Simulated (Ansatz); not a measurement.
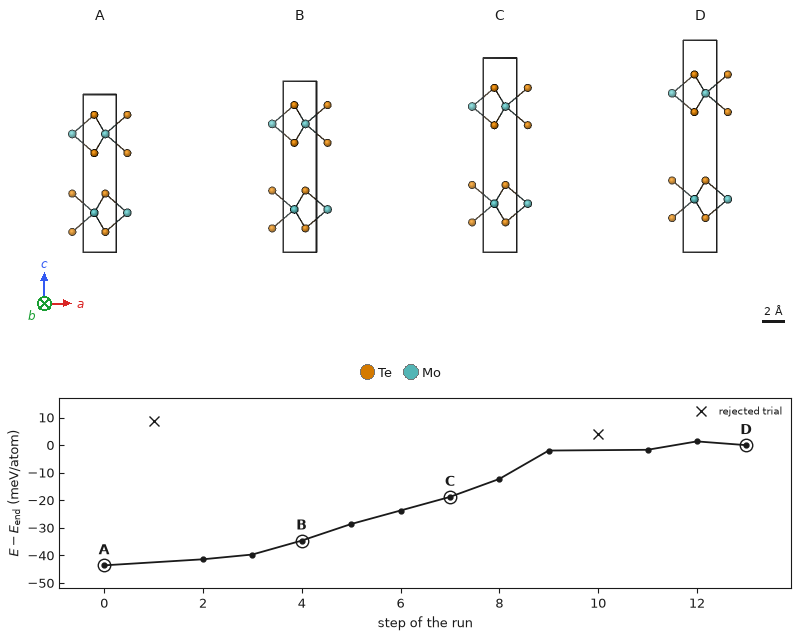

Frames of a relaxation of crystalline Te₂Mo (set up in P6_3/mmc), marked on the history of the run. The picture is a ball-and-stick view of the cell of the calculation, seen along the b axis.

Case: relaxed at -2 GPa.

These are results of DFT r2SCAN, scalar-relativistic, plane waves, PAW (Ansatz), not measurements. Set-up: plane-wave cutoff 500 eV; k-point mesh 12 × 12 × 2; occupations gaussian; smearing width 0.02 eV; target pressure -2 GPa; no spin polarisation; cell and atoms relaxed; force threshold 0.008 eV/Å; at most 50 steps.

**What happens along the run?**

The run was cut off at its time limit before the program reported convergence, but its last step already meets the force threshold: the largest component is 0.002 eV/Å against 0.008 eV/Å. The pressure is within 0.01 GPa of its target. Over 11 accepted moves (13 points after the start) the energy rises by 43.6 meV per atom. With the target pressure of -2 GPa, the enthalpy E + pV changes by −85.2 meV per atom. The largest force component goes from 0.26 to 0.002 eV/Å. The pressure goes from −1.70 to −1.99 GPa. The line search rejected the trial steps at points 1, 10 of the run. The largest moves relative to the cell, 0.65 Å, are those of Te atoms. Mo stays in place. Cell: a = b 3.586 → 3.628 Å (+1.2 %), c 14.827 → 19.922 Å (+34.4 %). Volume +37.5 %. Near-neighbour distances that change, for instance: Mo–Te 2.744 → 2.740 Å. The space group stays P6_3/mmc (No. 194). From step 0 to 4: Te atoms move most (0.18 Å), volume +9.7 %, energy +9.0 meV per atom. From step 4 to 7: Te atoms move most (0.26 Å), volume +14.6 %, energy +15.8 meV per atom. From step 7 to 13: Te atoms move most (0.15 Å), volume +9.3 %, energy +18.8 meV per atom.

Limits of the set-up: layers or molecules are held without a dispersion correction, so their spacing is unreliable.
